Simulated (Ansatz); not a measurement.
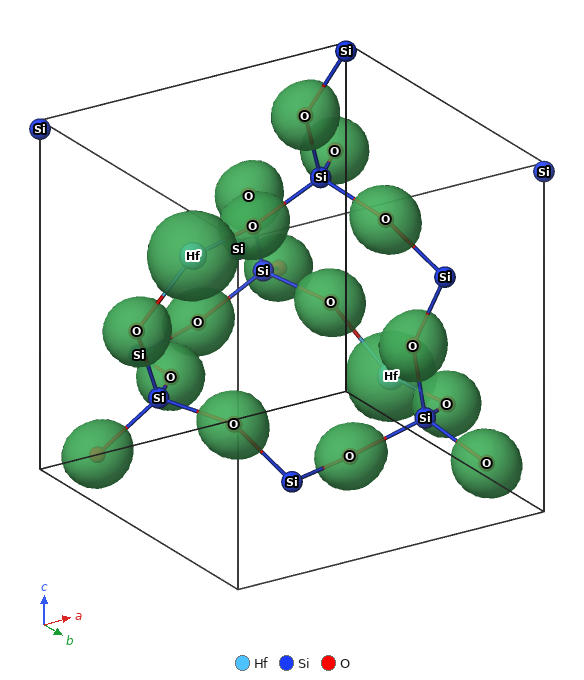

Figure. HfSi7O16 (cell with a defect). Isosurface of the valence charge density (pseudo) at 1.5 e/Å³ (green), seen at an oblique angle. Sticks mark near contacts.

All numbers below come from Ansatz, DFT PBEsol, scalar-relativistic, plane waves, PAW.

Core electrons are frozen (PAW), and the valence fields are smoothed inside the atomic spheres.

Q: Which contacts does the surface bridge?

A: At this value the density breaks into separate islands; it holds about 55 % of the electrons treated as valence (semicore included). It bridges none of the near contacts. It is pinched off along the sampled Si–O (1.61 Å) and Hf–O (1.93 Å) contacts. On the grid the lowest density along these lines, outside the cores, is 1.1 e/Å³ (Si–O, 1.61 Å) and 1.1 e/Å³ (Hf–O, 1.93 Å).

Q: Does the calculation give a band gap?

A: It is gapped, with a Kohn–Sham gap of 6.6 eV on the k-point mesh, an upper bound to the gap of this method.
